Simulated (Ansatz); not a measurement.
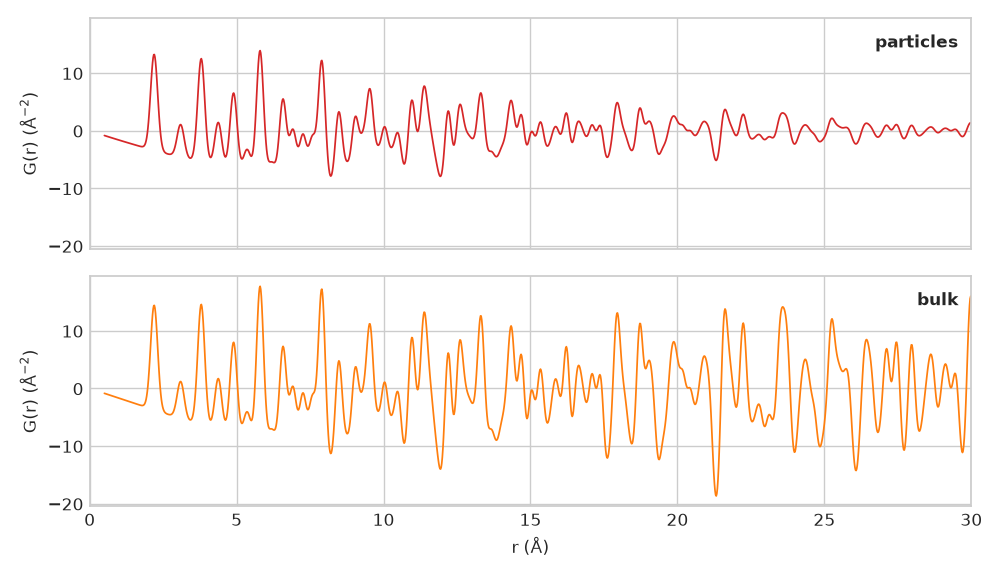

Computed X-ray G(r), with each pair weighted by the product of the atomic numbers (X-ray weights at Q = 0) and a uniform peak width σ = 0.12 Å, for spherical particles of C with the bulk structure: the bulk G(r) is multiplied by the envelope of a sphere of diameter D, 1 − 3r/2D + r³/2D³, with no surface relaxation. The number density is 0.134 atoms per Å³. Basis of the simulation: coordinates from a relaxation with Ansatz 0.2.0, DFT r2SCAN, scalar-relativistic, plane waves, PAW; the starting structure was generated, so it need not be a known form of this composition.

How large are the particles?

Answer. About 40 Å: the amplitude is half of the bulk value at r ≈ 13.9 Å.

Roughly how many atoms does one particle hold?

Answer. About 4500 (number density 0.134 Å⁻³ times πD³/6).
